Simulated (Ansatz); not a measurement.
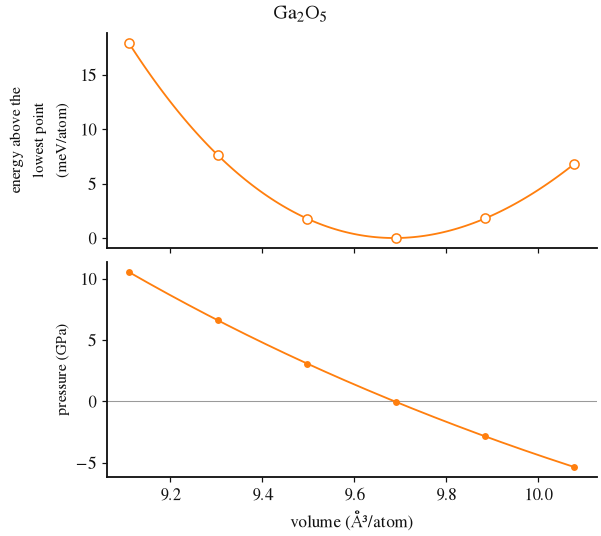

**Figure.** Energy above the lowest point and pressure against volume for Ga₂O₅, space group Pn-3m (No. 224) (one of a set of cubic test structures, which need not be the stable phase).

A third-order Birch–Murnaghan fit gives V0 = 9.69 Å³/atom, B0 = 148 GPa and B′ = 4.7. The energy above the lowest point is 17.9 meV/atom at volume 9.11 Å³/atom and 6.8 meV/atom at 10.08 Å³/atom; the lowest computed point is at volume 9.69 Å³/atom (0.0 meV/atom). The pressure falls from 10.5 GPa at volume 9.11 Å³/atom to −5.4 GPa at 10.08 Å³/atom, and changes sign near 9.69 Å³/atom.

Calculation (Ansatz 0.2.0 development build): equation of state of a cubic crystal from periodic Kohn-Sham density functional theory without spin, third-order Birch-Murnaghan fit to the free energies; pressure corrected for the finite basis. Level: PBE.

structure type cubic X2O5; atoms in cell 14; space group number 224; lattice centring simple cubic; k mesh 11×11×11; occupation method Fermi–Dirac; occupation width 0.06123 eV; wave cutoff 700 eV; datasets hard PAW; density tolerance 1e−09 eV; bands 86; density cutoff ratio 4; search for lower states default.

Limits of the calculation: cubic model structure, not the ambient form; modest k-mesh, values are not fully converged in k; no spin polarisation, a magnetic state may lie lower.
